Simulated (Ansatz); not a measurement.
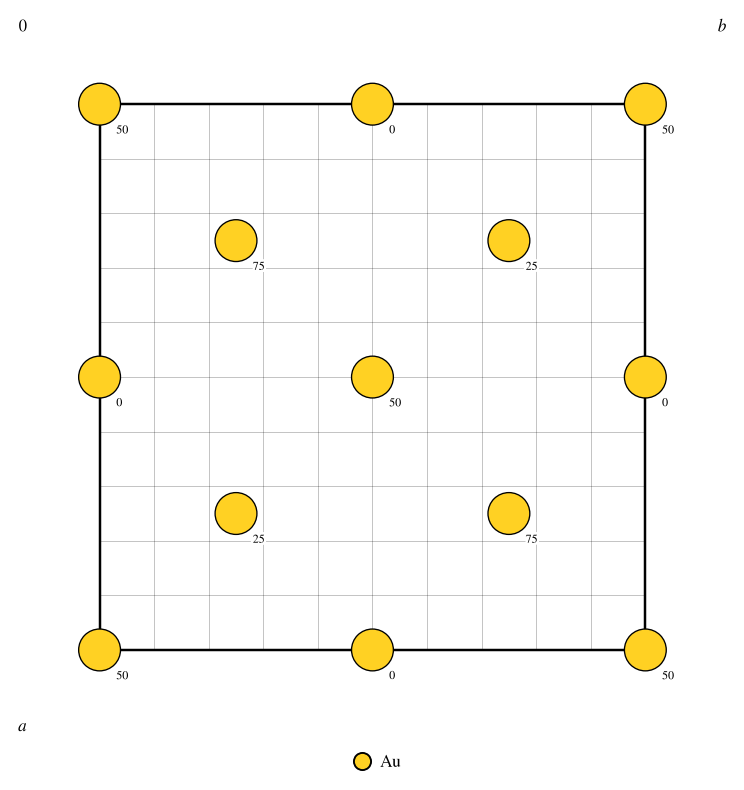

Plan of a unit cell projected along c (a down the page, b across); the numbers are heights in hundredths of c, and atoms on the cell's edges are repeated. The grid marks tenths of a and b. Source: the end point of a relaxation with DFT, revPBE, plane waves (420 eV) with PAW, scalar-relativistic in Ansatz 0.2.0; the starting structure was generated, so it need not be a known form of this composition. Symmetry computed with spglib at a tolerance of 0.002 Å; standard conventional cell.

a = 6.232 Å, b = 6.232 Å, c = 6.232 Å, α = 90.00°, β = 90.00°, γ = 90.00°.

> What does the cell contain?

8 Au: Au, Z = 8.

> Which space group?

Fd-3m (No. 227, origin choice 1), face-centred cubic.

> Give the independent sites, coordinates to two places.

| atom | site | symmetry | x | y | z |
| --- | --- | --- | --- | --- | --- |
| Au | 8b | -43m | 0.75 | 0.75 | 0.75 |
